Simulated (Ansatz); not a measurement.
System: Na.

The calculation's input:

```
crystal:
  lattice:
    - [0.0, 3.9600461529, 3.9600461529]
    - [3.9600461529, 0.0, 3.9600461529]
    - [3.9600461529, 3.9600461529, 0.0]
  atoms:
    - { symbol: Na, position: [0.125, 0.125, 0.125] }
    - { symbol: Na, position: [0.875, 0.875, 0.875] }
hamiltonian:
  xc: blyp
  pseudopotentials:
    kind: paw
    azcp:
      Na: "pseudopotentials/Na.paw.azcp"
basis:
  ecutwfc: 420
  fft_grid_basis: typed
kpoints:
  mp_grid: { grid: [11, 11, 11], shift: [0, 0, 0] }
magnetization:
  spin_polarized: false
scf:
  occupations: { method: fermi_dirac, width: 0.1 }
output:
  write_density: true
  write_potential: true
  elf: true
  volumetric_format: npy
```

Below, planes, directions and counts refer to the conventional cell (a = 7.92 Å, b = 7.92 Å, c = 7.92 Å, α = 90.00°, β = 90.00°, γ = 90.00°).

Space group Fd-3m; set up as Na, diamond; a generated structure, not necessarily the stable one.

Method: DFT, BLYP, plane waves (420 eV) with PAW, scalar-relativistic (Ansatz 0.2.0).

Question: What will maps of the valence pseudo-density and electron localisation function show?

Answer: Na–Na (3.43 Å): ρ at the midpoint is about 0.03 e/Å³; the ELF reaches about 0.55 near the midpoint.

Question: Metal or insulator at this level of theory?

Answer: It is metallic or semimetallic at this level of theory: no gap opens.

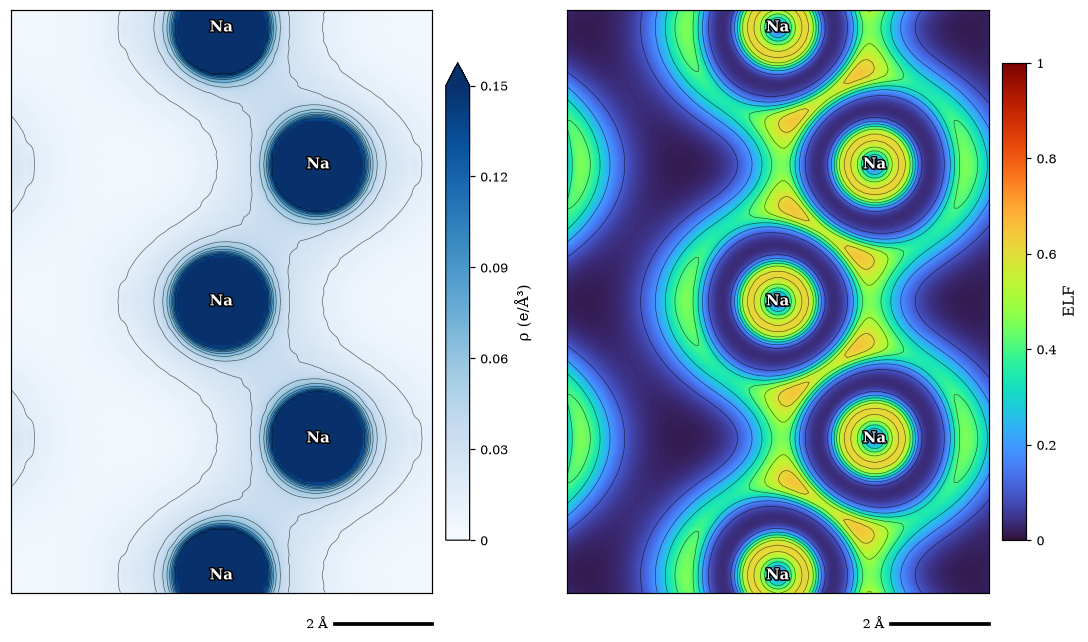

Computed valence pseudo-density and electron localisation function on the (101) plane of the conventional cell, in this order. 

Core electrons are frozen (PAW), and the valence fields are smoothed inside the atomic spheres.
